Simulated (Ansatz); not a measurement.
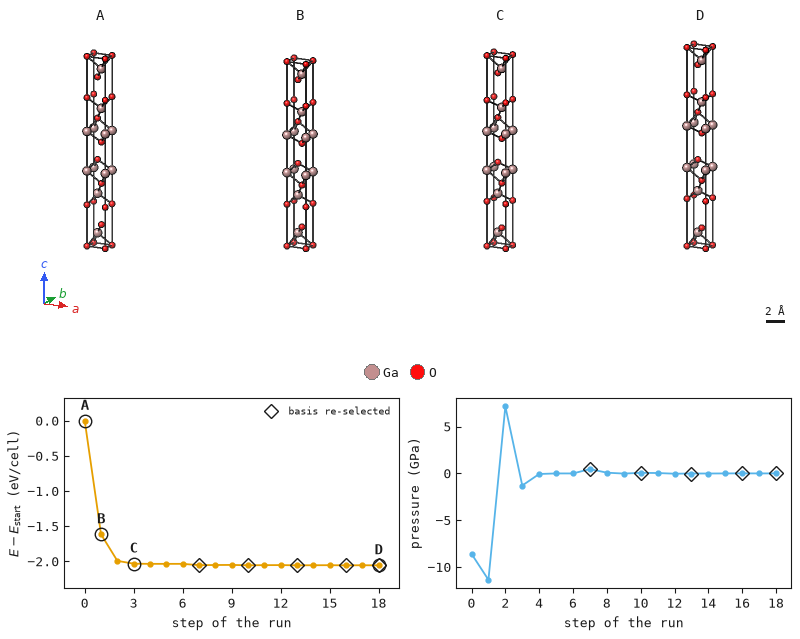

Frames of a relaxation of crystalline Ga$_{2}$O$_{3}$ (built on the Sb2Te3-166 type type), marked on the history of the run. A ball-and-stick model of the conventional cell (3 times the calculation's cell), seen slightly off an axis. Lengths and directions refer to the drawn axes.

Computed with DFT, PBEsol, plane waves, PAW in Ansatz 0.2.0. (plane-wave cutoff 420 eV; k-point mesh 8 × 8 × 8; occupations fermi dirac; smearing width 0.03 eV; no spin polarisation; cell and atoms relaxed; force threshold 0.01 eV/Å; at most 120 steps)

What happens along the run?

The energy falls by 2.055 eV per cell of the calculation in 13 accepted moves (18 points after the start). The largest force component goes from 5.3 to 0.0041 eV/Å. The pressure goes from −8.58 to 0.01 GPa. The SCF was repeated 5 times at an unchanged geometry on a basis and grid sized afresh for the cell, which shifted the energy by 18.7 meV per cell of the calculation at most. The largest moves relative to the cell, 0.48 Å, are those of O atoms. Largest moves by element: O 0.48 Å, Ga 0.01 Å. Cell: a = b 2.916 → 2.988 Å (+2.5 %), c 21.533 → 22.544 Å (+4.7 %). Volume +9.9 %. Near-neighbour distances that change, for instance: Ga–O 2.039 → 1.876 Å, Ga–O 2.155 → 2.219 Å. Bond angles that change, for instance: Ga–O–Ga 91.3° → 105.6°, O–Ga–O 91.3° → 105.6°, O–Ga–O 175.7° → 164.2°. The space group stays R-3m (No. 166). From step 0 to 1: O atoms move most (0.19 Å), volume +5.0 %, energy −1.614 eV per cell of the calculation. From step 1 to 3: O atoms move most (0.17 Å), volume +0.7 %, energy −0.417 eV per cell of the calculation. From step 3 to 18: O atoms move most (0.10 Å), volume +3.9 %, energy −23.6 meV per cell of the calculation.

| step | E − E(0), meV/atom | largest force component, eV/Å | pressure, GPa | volume, Å³/atom | note |
| --- | --- | --- | --- | --- | --- |
| 0 | 0.00 | 5.2816 | -8.58 | 10.573 |  |
| 1 | -322.86 | 2.3371 | -11.35 | 11.107 |  |
| 2 | -398.27 | 0.6327 | 7.16 | 10.841 |  |
| 3 | -406.31 | 0.1143 | -1.28 | 11.183 |  |
| 4 | -406.76 | 0.0095 | -0.06 | 11.169 |  |
| 5 | -406.79 | 0.0175 | 0.00 | 11.165 |  |
| 6 | -406.75 | 0.0006 | 0.00 | 11.173 |  |
| 7 | -410.50 | 0.0035 | 0.47 | 11.173 | same geometry, new basis |
| 8 | -410.06 | 0.0065 | 0.08 | 11.309 |  |
| 9 | -409.82 | 0.0035 | -0.01 | 11.361 |  |
| 10 | -410.83 | 0.0047 | 0.07 | 11.361 | same geometry, new basis |
| 11 | -410.45 | 0.0007 | 0.05 | 11.452 |  |
| 12 | -410.30 | 0.0045 | -0.02 | 11.482 |  |
| 13 | -410.98 | 0.0053 | -0.01 | 11.482 | same geometry, new basis |
| 14 | -410.73 | 0.0018 | 0.00 | 11.540 |  |
| 15 | -410.60 | 0.0013 | 0.00 | 11.567 |  |
| 16 | -410.99 | 0.0011 | 0.02 | 11.567 | same geometry, new basis |
| 17 | -410.74 | 0.0041 | 0.00 | 11.622 |  |
| 18 | -411.03 | 0.0041 | 0.01 | 11.622 | same geometry, new basis |
